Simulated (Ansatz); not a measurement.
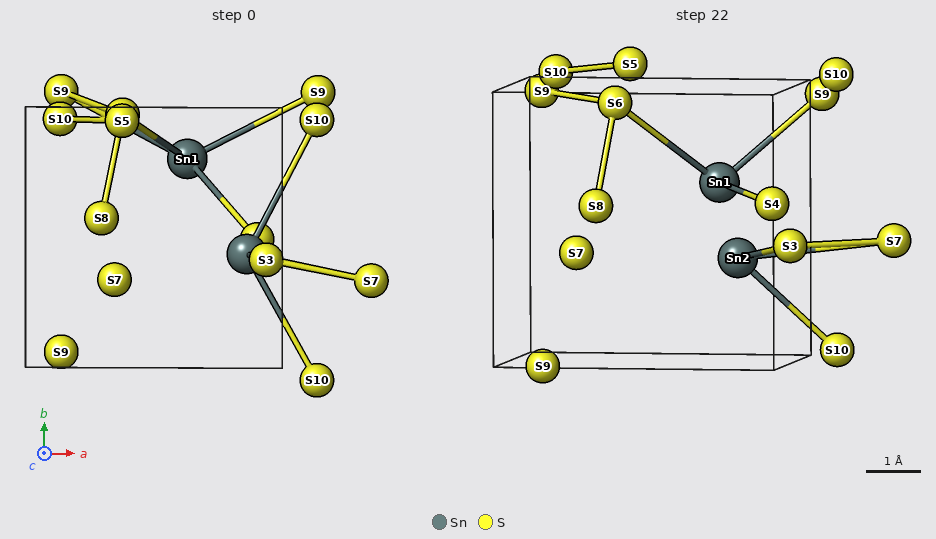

The structure of solid SnS4 (a generated structure, set up in P1) (coarse preliminary run) before (left) and after (right) a relaxation, at one scale.

A ball-and-stick model of the cell of the calculation, seen along the c axis.

The calculation used DFT PBE, scalar-relativistic, plane waves, PAW (Ansatz 0.2.0). Settings: plane-wave cutoff 420 eV; k-point mesh 4 × 4 × 2; occupations gaussian; smearing width 0.1 eV; no spin polarisation; cell and atoms relaxed; force threshold 0.04 eV/Å; at most 70 steps.

Q: Summarise the run.

A: The energy falls by 147 meV per atom in 18 accepted moves (22 points after the start). Largest force component: 1.2 eV/Å at the start, 0.021 eV/Å at the end. The pressure goes from 0.59 to 0.06 GPa. The line search rejected the trial steps at points 11, 17, 19 of the run. At 1 point the geometry stayed and the basis and grid were re-selected for the new cell (energy shift of 1.3 meV per atom at most each time). The largest move relative to the cell is that of Sn1, 1.09 Å roughly along [3 −3 1]. By element the largest moves are Sn 1.09 Å, S 0.69 Å. The volume changes by +18.1 %, with a 4.882 → 5.285 Å (+8.3 %), b 4.887 → 5.167 Å (+5.7 %), c 11.465 → 11.697 Å (+2.0 %), α 90.3° → 87.6°, β 99.2° → 92.0°, γ 90.2° → 90.9°. Among the contacts that change: Sn2–S5 4.281 → 2.903 Å, Sn2–S10 2.844 → 3.940 Å, Sn1–S9 2.721 → 3.752 Å, Sn2–S4 2.976 → 3.691 Å. Bonds break, among them: Sn2–S10 (2.84 → 3.94 Å). Bond angles that change, for instance: Sn1–S6–S9 60.1° → 96.0°, S4–S8–S6 114.0° → 102.8°, Sn1–S6–S8 88.6° → 80.1°. The space group stays P1 (No. 1).

Limits of the set-up: layers or molecules are held without a dispersion correction, so their spacing is unreliable.
